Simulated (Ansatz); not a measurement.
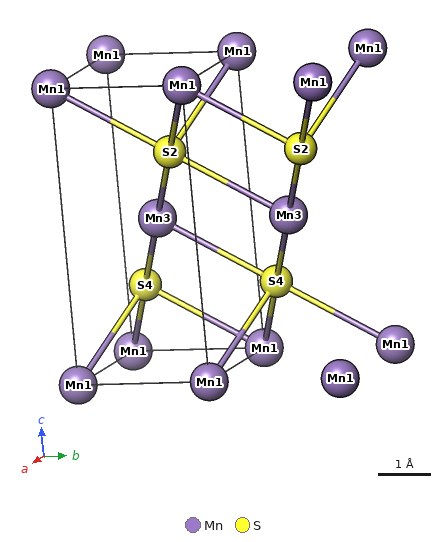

Figure 1. The input geometry (ball-and-stick view of the reduced cell, repeated 1 × 2 × 1, seen slightly off an axis; atoms are numbered from 1 in the order of the input). Near neighbours in the crystal (not all of them lie inside the picture): Mn has 6 S at 2.67 Å; S has 6 Mn at 2.67 Å.

## MnS: geometry relaxation (part 1 of 2)

The run: geometry relaxation of MnS (R-3m, 4 atoms in the cell). Method and program: DFT, PBE, plane waves, PAW, Ueff = 3.9 eV on Mn d, spin-polarised (Ansatz 0.2.0).

The structure derives from an entry of the Crystallography Open Database. Figures and captions count atoms from 1; the log counts them from 0 in places.

### Input
```yaml
crystal:
  lattice:
    - [-2.6514675725, -2.6514675725, 5.3335585013]
    - [-5.3335585013, -2.6514675725, 2.6514675725]
    - [-2.6514675725, -5.3335585013, 2.6514675725]
  atoms:
    - { symbol: Mn, position: [0.0, 0.0, 0.0], spin: 4.92 }
    - { symbol: S, position: [1.2499999999, -0.7500000001, -0.7500000001] }
    - { symbol: Mn, position: [0.5, 0.5, 0.5], spin: -4.92 }
    - { symbol: S, position: [1.7500000001, -0.2499999999, -0.2499999999] }
basis:
  ecutwfc: 300
  ecutrho_ratio: 4
kpoints:
  mp_grid: { grid: [4, 4, 4] }
hamiltonian:
  xc: pbe
  hubbard:
    sites:
      - { species: Mn, l: d, u_eff: 3.9, starting_ns: start.occupation_matrices }
    ns_hold: { iters: 6 }
scf:
  occupations: { method: gaussian, width: 0.05 }
  lower_state_search: "off"
output:
  forces: true
  stress: true
  eigenvalues: true
  populations: true
magnetization:
  spin_polarized: true
relax:
  f_tol: 0.01
  max_steps: 40
  cell: { stress_tol: 0.1, fix: [volume] }
```

Machine: 1 thread of Arm Neoverse V2, 24 GiB of memory available, shared host.

Launched with:
```bash
ansatz run input.yaml --threads 1 --pin off --max-ram 2560MiB --backend cpu --events-out ev --progress --plain --runs-dir out
```

### Output
```
Warning: basis.ecutwfc = 300 eV is below the records' recommended 420 eV, and the density's cutoff is lower with it unless basis.ecutrho_ratio is high enough to keep the records' density cutoff: compare with a run at a higher cutoff
Warning: basis.ecutrho_ratio = 4 (ecutrho = 1200 eV) is below the records' recommended 1680 eV
basis.fft_grid_basis auto: the FFT boxes are laid along the combinations [[1, 0, -1], [0, 1, -1], [0, 0, 1]] of the cell's own vectors, 3.793, 3.793 and 6.520 Å long. The dense box has 24×24×40 points. Along the cell's own vectors, as sized, it would have 40×40×40, 2.78 times as many. Of the 12 symmetry operations that the crystal satisfies within crystal.symmetry.tolerance (time reversal apart; of a slab, those that keep its plane) the dense box along the cell's own vectors carries 12, and the one as laid loses 8 of those. basis.fft_grid_basis: typed keeps the cell's own vectors: state it where this run's energies or levels are differenced outside the engine with another run's, or held beside a run that keeps those vectors.
Mn: projections on atomic orbitals take those of the free atom [Ne] 3s2 3p6 3d5 4s2, of charge +0.00 (hamiltonian.pseudopotentials.projection_atoms); the dataset's partial waves leave at most 9.0e-7 of an orbital's norm unspanned inside its sphere
S: projections on atomic orbitals take those of the free atom [Ne] 3s2 3p4, of charge +0.00 (hamiltonian.pseudopotentials.projection_atoms); the dataset's partial waves leave at most 1.6e-7 of an orbital's norm unspanned inside its sphere
hamiltonian.hubbard.sites[].starting_ns: atoms 0, 2 take their starting occupation matrices from start.occupation_matrices, whose run converged (SHA-256 )
Engine: ansatz 0.2.0, aarch64-unknown-linux-gnu
Pseudopotentials: kind: paw
Pseudopotential: Mn, paw, valence charge 15, recommended cutoff 420 eV (normal), Mn.paw.azcp
Pseudopotential: S, paw, valence charge 6, recommended cutoff 420 eV (normal), S.paw.azcp
Functional definition: PBE
  parameter kappa = 0.804
  parameter beta = 0.06672455060314922
  exchange = pbe_x(kappa = kappa, mu = beta*pi^2/3)
  correlation = pbe_c(beta = beta)
Crystal: 4 atoms, lattice volume = 76.515 Å³
Basis set: ecut = 300 eV, 923 PW (Γ), FFT grids on a1−a3, a2−a3, a3, exchange–correlation on 48×48×80 points (8 copies of the dense FFT grid, shifted against one another)
Bands: 32, of which v1, the nominal top of the filled ones, is band 21 counted from 1 (20 counted from 0)
Symmetry: 12 space group operations
Space group: R-3m (ITA 166), of the structure as read, at distance tolerance 4.2e-5 Å
Magnetic group: BNS 166.102 (UNI 1332), of the structure as read, at distance tolerance 4.2e-5 Å
k-points: 13 of 64
Non-local potential: Mn, projectors of the file, l = 0: 3, l = 1: 2, l = 2: 3, l = 3: 1
Non-local potential: S, projectors of the file, l = 0: 2, l = 1: 2, l = 2: 2
PAW form: soft (Blöchl's): semilocal exchange-correlation on the pseudo side does not see the compensation charge
PAW one-centre angular grid: Mn, 590 points (default); XC on 64 Gauss nodes
PAW one-centre angular grid: S, 110 points (default); XC on 64 Gauss nodes
Initial density: superposition of atomic densities (chi_scale 0.1, normalization cell, long waves kept (reshape's long-wave potential 0.00 eV rms))
Starting moments: Σ|m| = 9.84 μB on 2 of 4 sites
Starting magnetic order: antiferromagnet; a translation exchanges its spin sublattices: spin-degenerate at every k-point
Initial wavefunctions: pseudopotential atomic-orbital guess
Functional: x = pbe(κ = 0.804, μ = 0.2195149727645171), c = pbe(β = 0.06672455060314922)
WARN: the translation (0.5, 0.5, 0.5) carries every atom to within crystal.symmetry.tolerance of an atom of its element with the starting moment reversed, but both spin channels are solved: site 1 translated lies 3.46e-10 (fractional; 3.68e-9 Å) from site 3 (counted from 0 in this solve's list of atoms, which can differ from the deck's where the deck declares a space group, asks for a supercell or sets defects), and one channel is solved only where every such distance is under 5.68e-14 (fractional). A two-channel solve makes about twice the Hamiltonian applications of a one-channel solve. Where the deck types every atom, coordinates typed digit for digit as the partner's plus the translation, between 0 and 1 (0.2553 and 0.7553), lie under that distance; relaxed ones, or ones converted from Cartesian, may not. crystal.symmetry.spin_inversion_symmetry: false solves both channels without this notice (see the input reference for what else it changes)
SCF iter   1: F=—  HF=-9602.029614 eV  |F-HF|=—  |Δ(HF+E_count)|=         —  Δρ=4.25e-2 (↑4.25e-2 ↓4.25e-2)  dr2=3.94e0  dr2_m=1.04e-1  M=0.000 μB ∫|m|=9.311 μB  β_m=1.00  ethr=3.10e-3  ⟨swp⟩=4.5  Hψ=3029  notcnv=0  defer=4
preconditioner: auto → Resta (q_TF=auto, 2.469 Å⁻¹)  ε∞=5.9  [insulator: Δε(μ)=1.599 eV  Ē_g=9.760 eV  σ=0.050 eV  W_gap=1.00  n_scr=22 (ndim 8)  ℏωp=21.6 eV  f_vac=0.000  D(μ)=0.00/eV (n_scr^D=0)  ε∞_Penn≈5.9]
spin=Collinear: Resta preconditioning applied to the charge; magnetization (m = ρ↑ − ρ↓) channel mixes plain (no charge-response kernel on spin).
SCF iter   2: F=—  HF=-9602.093665 eV  |F-HF|=—  |Δ(HF+E_count)|=   6.41e-2  Δρ=1.87e-2 (↑1.87e-2 ↓1.87e-2)  dr2=7.42e-1  dr2_m=4.10e-2  M=0.000 μB ∫|m|=9.462 μB  β_m=1.00  ethr=3.10e-3  ⟨swp⟩=2.0  Hψ=1509  notcnv=0  defer=114
SCF iter   3: F=—  HF=-9601.979955 eV  |F-HF|=—  |Δ(HF+E_count)|=   1.14e-1  Δρ=6.71e-3 (↑6.71e-3 ↓6.71e-3)  dr2=1.04e-1  dr2_m=4.00e-3  M=0.000 μB ∫|m|=9.536 μB  β_m=1.00  ethr=1.77e-3  ⟨swp⟩=2.1  Hψ=1430  notcnv=0  defer=104
SCF iter   4: F=—  HF=-9602.006355 eV  |F-HF|=—  |Δ(HF+E_count)|=   2.64e-2  Δρ=2.85e-3 (↑2.85e-3 ↓2.85e-3)  dr2=1.37e-2  dr2_m=9.33e-4  M=0.000 μB ∫|m|=9.571 μB  β_m=1.00  ethr=2.48e-4  ⟨swp⟩=2.2  Hψ=1322  notcnv=0  defer=98
SCF iter   5: F=—  HF=-9602.027964 eV  |F-HF|=—  |Δ(HF+E_count)|=   2.16e-2  Δρ=1.03e-3 (↑1.03e-3 ↓1.03e-3)  dr2=2.08e-3  dr2_m=3.67e-5  M=0.000 μB ∫|m|=9.577 μB  β_m=0.30  ethr=3.26e-5  ⟨swp⟩=2.0  Hψ=1338  notcnv=0  defer=98
Mixer restart at iter 5: flushing history
spin-set hold released at iteration 5 (site moments contracting): the magnetisation degrees of freedom join the quasi-Newton model from the next iteration; the mixer history was flushed
SCF iter   6: F=—  HF=-9602.033322 eV  |F-HF|=—  |Δ(HF+E_count)|=   5.36e-3  Δρ=8.31e-4 (↑8.31e-4 ↓8.31e-4)  dr2=1.42e-3  dr2_m=1.82e-5  M=0.000 μB ∫|m|=9.576 μB  β_m=0.65  ethr=4.96e-6  ⟨swp⟩=1.7  Hψ=1016  notcnv=0  defer=98
SCF iter   7: F=—  HF=-9602.039355 eV  |F-HF|=—  |Δ(HF+E_count)|=   6.03e-3  Δρ=2.58e-4 (↑2.58e-4 ↓2.58e-4)  dr2=1.14e-4  dr2_m=7.87e-6  M=0.000 μB ∫|m|=9.573 μB  β_m=0.65  ethr=3.39e-6  ⟨swp⟩=2.0  Hψ=1434  notcnv=0  defer=98
Mixer restart at iter 7: flushing history
SCF iter   8: F=—  HF=-9602.039463 eV  |F-HF|=—  |Δ(HF+E_count)|=         —  Δρ=1.19e-4 (↑1.19e-4 ↓1.19e-4)  dr2=2.46e-5  dr2_m=4.70e-6  M=0.000 μB ∫|m|=9.574 μB  β_m=0.65  ethr=2.72e-7  ⟨swp⟩=2.1  Hψ=1222  notcnv=0  defer=98
SCF iter   9: F=—  HF=-9602.039496 eV  |F-HF|=—  |Δ(HF+E_count)|=   3.30e-5  Δρ=5.43e-5 (↑5.43e-5 ↓5.43e-5)  dr2=8.35e-6  dr2_m=1.67e-7  M=0.000 μB ∫|m|=9.574 μB  β_m=0.82  ethr=5.86e-8  ⟨swp⟩=2.3  Hψ=1226  notcnv=0  defer=98
SCF iter  10: F=—  HF=-9602.039511 eV  |F-HF|=—  |Δ(HF+E_count)|=   1.52e-5  Δρ=3.21e-5 (↑3.21e-5 ↓3.20e-5)  dr2=2.33e-6  dr2_m=7.20e-8  M=0.000 μB ∫|m|=9.575 μB  β_m=0.78  ethr=1.99e-8  ⟨swp⟩=2.0  Hψ=1046  notcnv=0  defer=98
SCF iter  11: F=—  HF=-9602.039512 eV  |F-HF|=—  |Δ(HF+E_count)|=   9.71e-7  Δρ=9.45e-6 (↑9.45e-6 ↓9.45e-6)  dr2=2.09e-7  dr2_m=1.64e-8  M=0.000 μB ∫|m|=9.575 μB  β_m=0.89  ethr=5.54e-9  ⟨swp⟩=2.1  Hψ=1187  notcnv=0  defer=98
SCF iter  12: F=-9602.039513 eV  HF=-9602.039513 eV  |F-HF|=1.01e-8  |Δ(HF+E_count)|=   2.39e-7  Δρ=1.51e-6 (↑1.51e-6 ↓1.51e-6)  dr2=8.84e-9  dr2_m=5.06e-11  M=0.000 μB ∫|m|=9.575 μB  ethr=2.38e-10  ⟨swp⟩=8.2  Hψ=3481  notcnv=0
SCF 1 converged in 12 iterations: F = -9602.039513 eV  dr2 = 8.84e-9
  greatest PAW one-centre occupation: 1.004 electrons in one spin orbital (limit 2), on the Mn atom at site 2 (counted from 0), in its partial waves of l = 1
relax step   1: F+E_penalty+E_count = -9602.03951253 eV  Δ(F+E_penalty+E_count) = +0.000e0 eV  max|allowed force component| = 1.686e-8 eV/Å  Δτ_max = 0.0000 Å  P = -2.714 GPa  Ω = 76.515 Å³  fix = [volume]  reactions: volume -2.714 GPa  (12 SCF iters, dr2 threshold 1.00e-7 eV, accepted)
Initial density: handed on by an earlier stage of this run
Starting moments: Σ|m| = 9.84 μB on 2 of 4 sites; this step starts from the density that it was given
Initial wavefunctions: pseudopotential atomic-orbital guess (no wavefunctions were taken with the density)
the translation (0.5, 0.5, 0.5) carries every atom to within crystal.symmetry.tolerance of an atom of its element with the starting moment reversed, but both spin channels are solved: site 1 translated lies 3.46e-10 (fractional; 3.68e-9 Å) from site 3 (counted from 0 in this solve's list of atoms, which can differ from the deck's where the deck declares a space group, asks for a supercell or sets defects), and one channel is solved only where every such distance is under 5.68e-14 (fractional). A two-channel solve makes about twice the Hamiltonian applications of a one-channel solve. Where the deck types every atom, coordinates typed digit for digit as the partner's plus the translation, between 0 and 1 (0.2553 and 0.7553), lie under that distance; relaxed ones, or ones converted from Cartesian, may not. crystal.symmetry.spin_inversion_symmetry: false solves both channels without this notice (see the input reference for what else it changes)
iter 1 solved again at ethr=1.67e-8 eV; its pass at ethr=3.10e-3 eV (dr2=7.00e-6 eV) is discarded
```
